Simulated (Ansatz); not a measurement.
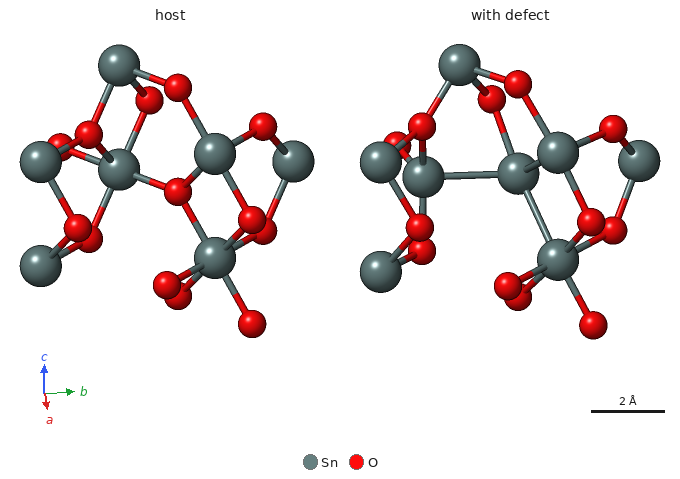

Left: perfect SnO₂. Right: the same region with one point defect, after relaxing the atoms in a supercell of 48 sites. Style: ball-and-stick. Shown: the atoms within 4.6 Å of one point, in a slice 5.0 Å thick across the line of sight, from a free direction.

Level of theory: Ansatz 0.2.0, DFT PBE, scalar-relativistic, plane waves, PAW. Set-up: plane-wave cutoff 420 eV; k-point mesh 2 × 2 × 2; occupations gaussian; smearing width 0.01 eV; mesh shifted by (0.5, 0.5, 0.5); collinear spin. The cell is small and the k-mesh coarse, so the numbers are rough. A uniform background neutralises the charged cell. The axes drawn are those of the host's conventional cell.

Question: Which defect is it?

Answer: An oxygen atom is replaced by tin.

The charge state of the cell is −1.

Question: How does the lattice respond?

Answer: In the host the O atom has 3 Sn at 2.09 Å; the Sn atom ends with 3 O at 2.20 to 2.28 Å, 1 Sn at 2.62 Å. Of the host's atoms, an oxygen atom moves furthest from its site, by 0.39 Å.
